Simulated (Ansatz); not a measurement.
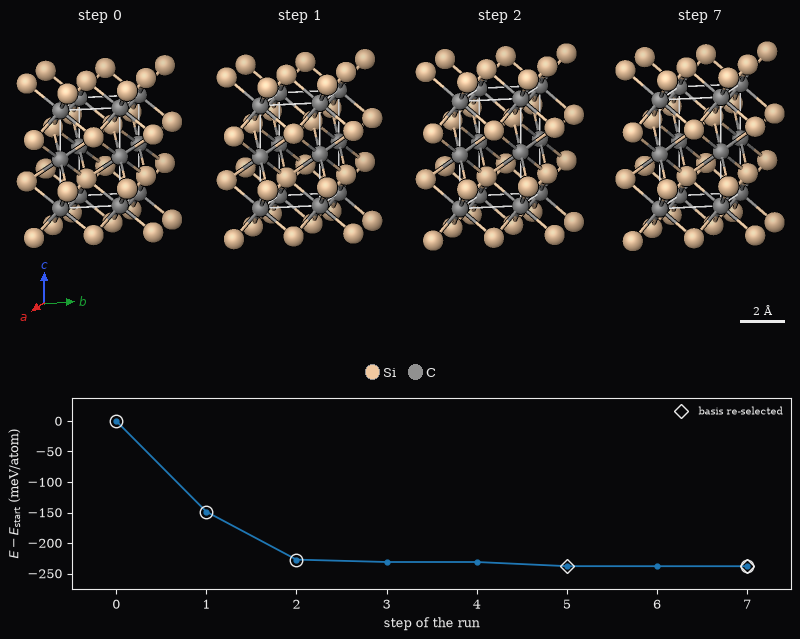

Frames of a relaxation of solid SiC (a generated structure, set up in P6_3/mmc) (coarse preliminary run), marked on the history of the run. Style: ball-and-stick. Shown: the cell of the calculation, slightly off an axis.

Method: Ansatz, DFT PBE, scalar-relativistic, plane waves, PAW.

The input:
```yaml
crystal:
  lattice:
    - [2.78884588, 0.0, 0.0]
    - [-1.39442294, 2.41521138, 0.0]
    - [0.0, 0.0, 4.59487355]
  atoms:
    - { symbol: Si, position: [0.33333333, 0.66666667, 0.75] }
    - { symbol: Si, position: [0.66666667, 0.33333333, 0.25] }
    - { symbol: C, position: [0.0, 0.0, 0.0] }
    - { symbol: C, position: [0.0, 0.0, 0.5] }
basis:
  ecutwfc: 420
kpoints:
  mp_grid: { grid: [9, 9, 4] }
hamiltonian:
  xc: pbe
scf:
  occupations: { method: gaussian, width: 0.1 }
  lower_state_search: "off"
output:
  forces: true
  stress: true
  eigenvalues: true
relax:
  adjacent_minimum: "off"
  f_tol: 0.04
  max_steps: 70
  cell: { stress_tol: 0.4 }
```

Run as
```bash
ansatz run input.yaml --threads 1 --pin off --max-ram 2048MiB --backend cpu --events-out ev --progress --plain --runs-dir out
```

What happens along the run?

Answer. After 5 accepted moves (7 points after the start) the energy has fallen by 238 meV per atom. All forces vanish by symmetry, so only the cell relaxes. The pressure goes from 47.99 to 0.02 GPa. The SCF was repeated twice at an unchanged geometry on a basis and grid sized afresh for the cell, which shifted the energy by 6.8 meV per atom at most. The atoms keep their places relative to the cell (all moves are under 0.005 Å). Cell: a = b 2.789 → 2.864 Å (+2.7 %), c 4.595 → 5.106 Å (+11.1 %). Volume +17.2 %. Near-neighbour distances that change, for instance: Si1–C3 1.978 → 2.089 Å. Bond angles that change, for instance: C3–Si2–C4 71.0° → 75.3°, C3–Si2–C3 89.7° → 86.6°, Si1–C3–Si1 89.7° → 86.6°. The space group stays P6_3/mmc (No. 194). From step 0 to 1: volume +5.4 %, energy −149 meV per atom. From step 1 to 2: volume +8.1 %, energy −78.5 meV per atom. From step 2 to 7: volume +2.9 %, energy −10.8 meV per atom.

```
step  E − E(0), meV/atom  pressure, GPa  volume, Å³/atom                      note
   0                0.00          47.99            7.737                          
   1             -148.70          28.08            8.153                          
   2             -227.24           5.81            8.815                          
   3             -231.14           0.74            9.004                          
   4             -231.14          -0.08            9.040                          
   5             -237.95           0.76            9.040  same geometry, new basis
   6             -238.03           0.02            9.069                          
   7             -238.07           0.02            9.069  same geometry, new basis
```
